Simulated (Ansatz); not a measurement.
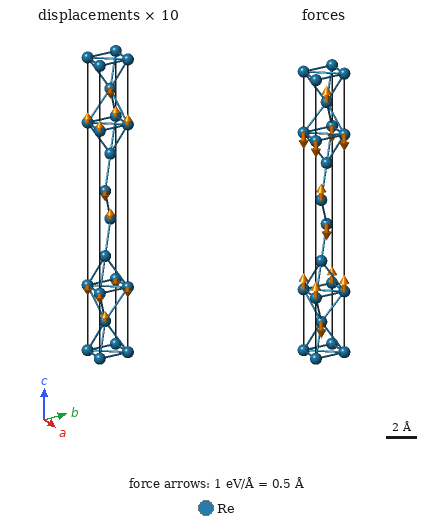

Left: a symmetric starting cell of Re, with orange arrows for the displacements applied to it (without the part that the change of the cell carries along). Right: the displaced structure with the computed forces. Besides, the cell is strained by −4.9 % along c and +1.1 % across it (volume −2.7 %). The picture is a ball-and-stick view of the conventional cell (3 times the calculation's cell), seen slightly off an axis. Lengths and directions refer to the drawn axes.

Computed with DFT PBEsol, scalar-relativistic, plane waves, PAW in Ansatz 0.2.0. (plane-wave cutoff 420 eV; k-point mesh 18 × 18 × 18; occupations gaussian; smearing width 0.1 eV; no spin polarisation)

> How do the forces relate to the distortion?

Atoms are displaced by 0.07 Å relative to the cell. No relaxation follows. The starting cell wasn't computed here and needn't be at equilibrium, so pressure and forces aren't due to the change alone. The pressure is 7.4 GPa (not all of it need come from the change, since the unchanged cell can be under pressure at this level too). The principal stresses (compression positive) are 27.2 GPa along c and −2.5 GPa across it. The largest forces, 2.3 eV/Å, act on 2 Re atoms of the calculation's cell. The forces point straight back along the displacements (cosine −1.00). Among the bonded contacts that change: Re–Re 2.746 → 2.558 to 2.726 Å, Re–Re 2.768 → 2.800 Å. The space group stays R-3m (No. 166).
